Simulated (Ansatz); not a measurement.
## Single-point calculation of Mg87Zn21O108 (part 4 of 4)

The same run, continued: Mg87Zn21O108 (P1, 216 atoms in the cell); DFT, HSE06 with spin-orbit coupling, PAW, plane waves (Ansatz 0.2.0); cutoff 420 eV, 1×1×1 k-mesh, Fermi–Dirac smearing of 0.01 eV. The structure was built on a prototype by a generator; it need not be a known phase.

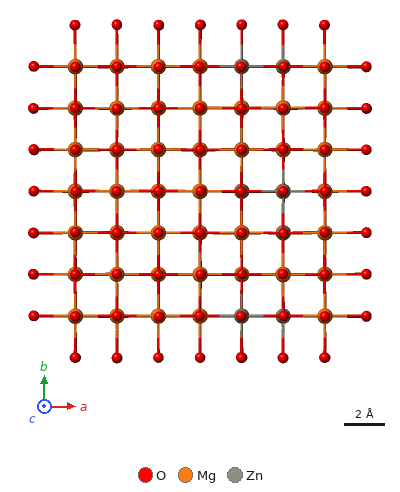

*The structure (ball-and-stick view of the cell of the calculation, along the c axis; bonded neighbours outside the cell are drawn too).*

**Output, continued**
```
  atom  59  O      0.01035422     0.00102127    -0.00673157
  atom  60  O      0.01619163     0.00019915     0.02093708
  atom  61  O      0.00183053    -0.00690894     0.00170335
  atom  62  O      0.00429317     0.00111495    -0.00944918
  atom  63  O     -0.00022562     0.00274983     0.00886683
  atom  64  O      0.01608432    -0.02635863     0.00911330
  atom  65  O     -0.00304651    -0.00380205    -0.00719048
  atom  66  O     -0.00118376    -0.00051977    -0.00141830
  atom  67  O     -0.00225019     0.00218166     0.00579998
  atom  68  O     -0.00751981    -0.00052645    -0.00699765
  atom  69  O     -0.00109303    -0.00511872     0.00193675
  atom  70  O     -0.00092256     0.00880418     0.01194821
  atom  71  O     -0.00070314     0.00288211    -0.01560914
  atom  72  O     -0.00061909     0.00521940     0.00511238
  atom  73  O     -0.02423845    -0.00707053     0.01653443
  atom  74  O     -0.00673834    -0.00372885    -0.00360128
  atom  75  O     -0.01631963    -0.00185669    -0.01329640
  atom  76  O     -0.00098012     0.00733735    -0.00071548
  atom  77  O     -0.00327208    -0.00257035    -0.01080085
  atom  78  O     -0.01572597    -0.00894893     0.00954817
  atom  79  O     -0.00180876     0.00075864     0.00196906
  atom  80  O     -0.00423133     0.00650542    -0.00264979
  atom  81  O      0.00115509     0.00964197     0.01942044
  atom  82  O     -0.00455224     0.04942478    -0.05778883
  atom  83  O     -0.00027480     0.04004799     0.00733003
  atom  84  O      0.00105192     0.01091095    -0.00520112
  atom  85  O     -0.01615507     0.00430363    -0.01936638
  atom  86  O     -0.00186081    -0.00693068     0.00992676
  atom  87  O      0.00023922    -0.00327117    -0.00753460
  atom  88  O     -0.00114869    -0.01832442    -0.02210499
  atom  89  O      0.02827969    -0.03447805     0.03137996
  atom  90  O      0.00324606    -0.01000694     0.01013510
  atom  91  O      0.00715064     0.00234313    -0.01136515
  atom  92  O      0.00272342     0.00948314     0.00829178
  atom  93  O     -0.00097330     0.00136058     0.00486147
  atom  94  O     -0.00085654     0.00045404    -0.00350933
  atom  95  O      0.00138919    -0.00016764     0.01252714
  atom  96  O     -0.00014442     0.00125841    -0.00854861
  atom  97  O      0.00887655    -0.00350414    -0.01088873
  atom  98  O      0.00475765    -0.00986512     0.00460720
  atom  99  O      0.00263245    -0.00381374     0.00588111
  atom 100  O     -0.01879910     0.01505855    -0.00196690
  atom 101  O     -0.00369027     0.01302615     0.00233548
  atom 102  O     -0.00172494     0.00382499     0.00050684
  atom 103  O     -0.00115266     0.00551777    -0.00750873
  atom 104  O      0.00059342     0.00019005     0.00442672
  atom 105  O      0.03147201     0.03386595    -0.03218645
  atom 106  O     -0.00797936    -0.00542398    -0.00776904
  atom 107  O     -0.01451157    -0.01185985    -0.00738903
  atom 108  O     -0.00614755    -0.01956674     0.01408094
  atom 109  Mg     0.00877136    -0.02042358    -0.04033918
  atom 110  Mg    -0.06166638     0.00429322     0.01589978
  atom 111  Mg     0.00118129     0.02745108     0.02266457
  atom 112  Mg     0.03949345     0.00466809    -0.01003240
  atom 113  Mg    -0.04731146     0.02396059     0.02715555
  atom 114  Mg     0.01981093     0.01627204    -0.00449956
  atom 115  Mg    -0.04699738    -0.02631975    -0.02011115
  atom 116  Mg     0.01551759    -0.05119706     0.02435274
  atom 117  Mg     0.03043839    -0.01963224    -0.04782977
  atom 118  Mg     0.06586818     0.00330791     0.02032461
  atom 119  Mg     0.04499929    -0.01322117     0.02617316
  atom 120  Mg    -0.00286103    -0.00053013    -0.05004077
  atom 121  Mg     0.04409904     0.00248253     0.04742493
  atom 122  Mg    -0.00257199     0.02029983    -0.02940742
  atom 123  Mg     0.02654166    -0.00480119     0.02293929
  atom 124  Mg     0.00550726    -0.00722714     0.00517420
  atom 125  Mg    -0.00309074     0.02105852     0.01227428
  atom 126  Mg    -0.04388672     0.01134243    -0.01243242
  atom 127  Mg    -0.03886452    -0.04520182     0.04329160
  atom 128  Mg     0.00304130    -0.00059382     0.00135334
  atom 129  Mg    -0.02045197    -0.01242396    -0.04381038
  atom 130  Mg    -0.01704006     0.04670839     0.01198430
  atom 131  Mg     0.02131327    -0.02055673     0.00670060
  atom 132  Mg     0.00715601     0.02180892    -0.05149433
  atom 133  Mg    -0.02484562     0.00214193    -0.00770326
  atom 134  Mg     0.00117843     0.02839704    -0.00747830
  atom 135  Mg     0.00532786    -0.02282186    -0.01198193
  atom 136  Mg     0.01591770    -0.01213200     0.02950617
  atom 137  Mg    -0.00471612     0.01512344    -0.02067784
  atom 138  Mg     0.01356786    -0.01202159     0.02291258
  atom 139  Mg     0.01128697    -0.02627490    -0.00298614
  atom 140  Mg     0.00533384     0.00174137     0.00426375
  atom 141  Mg     0.01117355     0.00934899     0.01684262
  atom 142  Mg    -0.02164432    -0.00010353    -0.02248292
  atom 143  Mg    -0.02159489    -0.01718994     0.00862069
  atom 144  Mg    -0.01230475     0.02658726    -0.00842872
  atom 145  Mg    -0.00207534     0.04401873     0.00311191
  atom 146  Mg    -0.01591402     0.02122640     0.04354504
  atom 147  Mg    -0.01546237    -0.02994328    -0.04760347
  atom 148  Mg     0.00816500     0.00059421    -0.00875654
  atom 149  Mg     0.01896488     0.02694619    -0.03252481
  atom 150  Mg     0.01741711    -0.06712222    -0.00563706
  atom 151  Mg    -0.02317203    -0.02198008     0.00772702
  atom 152  Mg    -0.00565923    -0.02509446     0.01705719
  atom 153  Mg    -0.01892704     0.00861339    -0.04377257
  atom 154  Mg     0.00274170     0.01020233    -0.00937747
  atom 155  Mg    -0.00554652     0.02003841     0.05302190
  atom 156  Mg    -0.02197185     0.02889598    -0.04561262
  atom 157  Mg     0.02169949    -0.00339991     0.04629668
  atom 158  Mg     0.00359222     0.00646068    -0.00066749
  atom 159  Mg     0.00480760    -0.00139509     0.00391040
  atom 160  Mg    -0.00378848     0.02280965     0.02307728
  atom 161  Mg    -0.01438213     0.00168829    -0.02738396
  atom 162  Mg     0.04633957     0.00371024     0.00251952
  atom 163  Mg     0.02774005    -0.00403647    -0.01969307
  atom 164  Mg     0.00794507    -0.02227241     0.01603786
  atom 165  Mg     0.02445458    -0.00110281    -0.01663889
  atom 166  Mg    -0.01872355    -0.01800041    -0.00135324
  atom 167  Mg    -0.04495214     0.02170429     0.01704809
  atom 168  Mg    -0.01534467     0.04376218    -0.01759346
  atom 169  Mg    -0.02748095    -0.00808777     0.01628110
  atom 170  Mg    -0.02969109    -0.00637011    -0.01560802
  atom 171  Mg    -0.00294211     0.02935623     0.02204994
  atom 172  Mg    -0.00230391    -0.03721165    -0.04339932
  atom 173  Mg     0.04138977     0.01926742     0.02034796
  atom 174  Mg    -0.06433592    -0.00829845    -0.02969918
  atom 175  Mg     0.02007667    -0.02182433     0.04419676
  atom 176  Mg     0.01025901    -0.00687105     0.00491183
  atom 177  Mg    -0.02043832     0.02654293    -0.00131626
  atom 178  Mg     0.03136023     0.03942813    -0.00270413
  atom 179  Mg    -0.01722519    -0.02705056    -0.01262089
  atom 180  Mg     0.04501465    -0.01924286     0.01056781
  atom 181  Mg     0.06360703     0.00198647    -0.02751983
  atom 182  Mg     0.02183162    -0.02187503     0.04746426
  atom 183  Mg     0.02126140     0.02036794    -0.00899068
  atom 184  Mg     0.00619427     0.02377942     0.02505412
  atom 185  Mg     0.01852209    -0.01801572    -0.04234552
  atom 186  Mg     0.00664525    -0.02082716     0.04230872
  atom 187  Mg    -0.00583187    -0.00101249    -0.00040950
  atom 188  Mg    -0.01909956     0.04226037     0.02475612
  atom 189  Mg     0.00182472     0.00499306    -0.00196938
  atom 190  Mg    -0.04095541     0.02825462    -0.02403658
  atom 191  Mg    -0.02878843    -0.00415507     0.01654407
  atom 192  Mg    -0.00084068    -0.02656633    -0.01384494
  atom 193  Mg    -0.00047663    -0.03715002     0.00131826
  atom 194  Mg     0.00785947     0.02221256    -0.01860882
  atom 195  Mg    -0.03933067    -0.02535048     0.01569450
  atom 196  Zn     0.01679909     0.01481197    -0.00819356
  atom 197  Zn    -0.00497324     0.01052977     0.00306840
  atom 198  Zn    -0.02163113    -0.00242959     0.00084583
  atom 199  Zn    -0.01019832     0.00243541    -0.00920838
  atom 200  Zn     0.00200169     0.02055102     0.02698784
  atom 201  Zn     0.00472542    -0.01064935    -0.00107744
  atom 202  Zn    -0.00933807     0.00161805     0.00449286
  atom 203  Zn     0.02449735    -0.02022992    -0.00895641
  atom 204  Zn    -0.00825796     0.00270128    -0.00135292
  atom 205  Zn     0.01073848     0.01214869     0.02132099
  atom 206  Zn    -0.00298287     0.00290549    -0.00255829
  atom 207  Zn    -0.01545480    -0.01950587    -0.01135907
  atom 208  Zn     0.01125660    -0.00734913     0.00232168
  atom 209  Zn     0.00937424    -0.01096777    -0.00163177
  atom 210  Zn     0.00810444     0.02230923     0.01049909
  atom 211  Zn    -0.00083487    -0.03087919    -0.00312985
  atom 212  Zn     0.00525171     0.01703969    -0.00646360
  atom 213  Zn    -0.00633852    -0.00888566     0.00157567
  atom 214  Zn     0.00503234     0.02110072    -0.01064464
  atom 215  Zn     0.01042965    -0.01348368    -0.00741368
  atom 216  Zn    -0.01664230    -0.00056994    -0.00229109
  max |Σ_I F_I| component: 6.77e-4 eV/Å
--- Band table (eV) ---
  k-point 0: bands = ["-69.6128", "-69.6128", "-69.5902", "-69.5902", "-69.5836", "-69.5836", "-69.5810", "-69.5810", "-69.5781", "-69.5781", ... 1992 levels left out ..., "19.7413", "19.7413", "19.7431", "19.7431", "19.7469", "19.7469", "19.7596", "19.7596", "19.7790", "19.7790", "19.8055", "19.8055", "19.8176", "19.8176", "19.8943", "19.8943", "19.9397", "19.9397", "19.9640", "19.9640", "19.9693", "19.9693", "20.0064", "20.0064", "20.0338", "20.0338", "20.0889", "20.0889", "20.0910",
      "20.0910", "20.1074", "20.1074", "20.1206", "20.1206", "20.1417", "20.1417", "20.1553", "20.1553", "20.1600", "20.1600", "20.1758", "20.1758", "20.1827", "20.1827", "20.2044", "20.2044", "20.2173", "20.2173", "20.2292", "20.2292", "20.2363", "20.2363", "20.2560", "20.2560", "20.2638", "20.2638", "20.2906", "20.2906", "20.3135", "20.3135", "20.3301", "20.3301", "20.3342", "20.3342", "20.3679", "20.3679", "20.3992", "20.3992", "20.4031",
      "20.4031", "20.4179", "20.4179", "20.4321", "20.4321", "20.4525", "20.4525", "20.4573", "20.4573", "20.4872", "20.4872", "20.5408", "20.5408", "20.5633", "20.5633", "20.5952", "20.5952", "20.6323", "20.6323", "20.7360", "20.7360", "20.7969", "20.7969", "20.9258", "20.9258", "20.9685", "20.9685", "20.9938", "20.9938", "21.0342", "21.0342", "21.0626", "21.0626", "21.0859", "21.0859", "21.1004", "21.1004", "21.1248", "21.1248", "21.1369",
      "21.1369", "21.1553", "21.1553", "21.1714", "21.1714", "21.1886", "21.1886", "21.1921", "21.1921", "21.1979", "21.1979", "21.2113", "21.2113", "21.2392", "21.2392", "21.2409", "21.2409", "21.2634", "21.2634", "21.2784", "21.2784", "21.2880", "21.2880", "21.3005", "21.3005", "21.3050", "21.3050", "21.3226", "21.3226", "21.3322", "21.3322", "21.3409", "21.3409", "21.3623", "21.3623", "21.3686", "21.3686", "21.3794", "21.3794", "21.3916",
      "21.3916", "21.4006", "21.4006", "21.4146", "21.4146", "21.4215", "21.4215", "21.4273", "21.4273", "21.4432", "21.4432", "21.4500", "21.4500", "21.4684", "21.4684", "21.4742", "21.4742", "21.4800", "21.4800", "21.4822", "21.4822", "21.4960", "21.4960", "21.5065", "21.5065", "21.5133", "21.5133", "21.5190", "21.5190", "21.5248", "21.5248", "21.5371", "21.5371", "21.5419", "21.5419", "21.5473", "21.5473", "21.5548", "21.5548", "21.5567",
      "21.5567", "21.5675", "21.5675", "21.5735", "21.5735", "21.5811", "21.5811", "21.5825", "21.5825", "21.5885", "21.5885"]
--- Löwdin populations: 216 sites ---
  site symbol       q [e]
     0      O      7.3955
     1      O      7.3358
     2      O      7.3759
     3      O      7.4161
     4      O      7.3743
     5      O      7.3553
     6      O      7.4160
     7      O      7.3744
     8      O      7.4164
     9      O      7.3954
    10      O      7.3951
    11      O      7.4157
    12      O      7.4161
    13      O      7.4163
    14      O      7.3947
    15      O      7.4158
    16      O      7.3953
    17      O      7.3951
    18      O      7.3562
    19      O      7.3947
    20      O      7.3750
    21      O      7.3749
    22      O      7.4163
    23      O      7.3761
    24      O      7.3942
    25      O      7.4159
    26      O      7.3748
    27      O      7.3953
    28      O      7.3752
    29      O      7.3763
    30      O      7.3947
    31      O      7.3953
    32      O      7.3946
    33      O      7.4163
    34      O      7.3753
    35      O      7.3763
    36      O      7.3948
    37      O      7.3749
    38      O      7.3766
    39      O      7.3958
    40      O      7.3751
    41      O      7.3958
    42      O      7.4159
    43      O      7.3749
    44      O      7.4164
    45      O      7.3950
    46      O      7.4162
    47      O      7.4166
    48      O      7.3754
    49      O      7.4164
    50      O      7.3755
    51      O      7.3946
    52      O      7.3944
    53      O      7.3754
    54      O      7.3554
    55      O      7.3747
    56      O      7.3951
    57      O      7.3965
    58      O      7.3961
    59      O      7.3752
    60      O      7.4164
    61      O      7.3951
    62      O      7.4157
    63      O      7.3753
    64      O      7.3958
    65      O      7.4162
    66      O      7.3759
    67      O      7.3952
    68      O      7.3953
    69      O      7.3952
    70      O      7.4160
    71      O      7.4158
    72      O      7.3758
    73      O      7.4165
    74      O      7.3762
    75      O      7.4159
    76      O      7.4156
    77      O      7.3748
    78      O      7.4164
    79      O      7.3956
    80      O      7.3751
    81      O      7.3361
    82      O      7.3560
    83      O      7.3942
    84      O      7.3761
    85      O      7.3967
    86      O      7.4168
    87      O      7.3759
    88      O      7.3557
    89      O      7.4161
    90      O      7.3950
    91      O      7.4157
    92      O      7.4160
    93      O      7.3951
    94      O      7.4160
    95      O      7.3957
    96      O      7.3954
    97      O      7.3958
    98      O      7.4163
    99      O      7.3751
   100      O      7.4156
   101      O      7.3749
   102      O      7.3966
   103      O      7.4164
   104      O      7.3556
   105      O      7.3956
   106      O      7.3751
   107      O      7.3749
   108     Mg      8.4424
   109     Mg      8.4441
   110     Mg      8.4427
   111     Mg      8.4417
   112     Mg      8.4418
   113     Mg      8.4420
   114     Mg      8.4426
   115     Mg      8.4409
   116     Mg      8.4416
   117     Mg      8.4434
   118     Mg      8.4416
   119     Mg      8.4416
   120     Mg      8.4420
   121     Mg      8.4420
   122     Mg      8.4427
   123     Mg      8.4403
   124     Mg      8.4417
   125     Mg      8.4410
   126     Mg      8.4419
   127     Mg      8.4418
   128     Mg      8.4402
   129     Mg      8.4410
   130     Mg      8.4413
   131     Mg      8.4413
   132     Mg      8.4404
   133     Mg      8.4408
   134     Mg      8.4413
   135     Mg      8.4406
   136     Mg      8.4421
   137     Mg      8.4406
   138     Mg      8.4413
   139     Mg      8.4416
   140     Mg      8.4407
   141     Mg      8.4424
   142     Mg      8.4411
   143     Mg      8.4406
   144     Mg      8.4425
   145     Mg      8.4417
   146     Mg      8.4413
   147     Mg      8.4403
   148     Mg      8.4415
   149     Mg      8.4413
   150     Mg      8.4401
   151     Mg      8.4395
   152     Mg      8.4427
   153     Mg      8.4424
   154     Mg      8.4418
   155     Mg      8.4417
   156     Mg      8.4420
   157     Mg      8.4418
   158     Mg      8.4412
   159     Mg      8.4413
   160     Mg      8.4414
   161     Mg      8.4421
   162     Mg      8.4419
   163     Mg      8.4414
   164     Mg      8.4421
   165     Mg      8.4422
   166     Mg      8.4423
   167     Mg      8.4400
   168     Mg      8.4408
   169     Mg      8.4415
   170     Mg      8.4412
   171     Mg      8.4425
   172     Mg      8.4417
   173     Mg      8.4417
   174     Mg      8.4421
   175     Mg      8.4410
   176     Mg      8.4416
   177     Mg      8.4421
   178     Mg      8.4413
   179     Mg      8.4417
   180     Mg      8.4422
   181     Mg      8.4417
   182     Mg      8.4414
   183     Mg      8.4405
   184     Mg      8.4409
   185     Mg      8.4420
   186     Mg      8.4419
   187     Mg      8.4406
   188     Mg      8.4420
   189     Mg      8.4417
   190     Mg      8.4407
   191     Mg      8.4411
   192     Mg      8.4425
   193     Mg      8.4420
   194     Mg      8.4421
   195     Zn     10.5473
   196     Zn     10.5477
   197     Zn     10.5477
   198     Zn     10.5471
   199     Zn     10.5441
   200     Zn     10.5463
   201     Zn     10.5460
   202     Zn     10.5446
   203     Zn     10.5479
   204     Zn     10.5481
   205     Zn     10.5468
   206     Zn     10.5457
   207     Zn     10.5456
   208     Zn     10.5462
   209     Zn     10.5463
   210     Zn     10.5463
   211     Zn     10.5467
   212     Zn     10.5472
   213     Zn     10.5467
   214     Zn     10.5474
   215     Zn     10.5468
  spilling = 0.008894 (of n_electrons = 1770.000000)
```
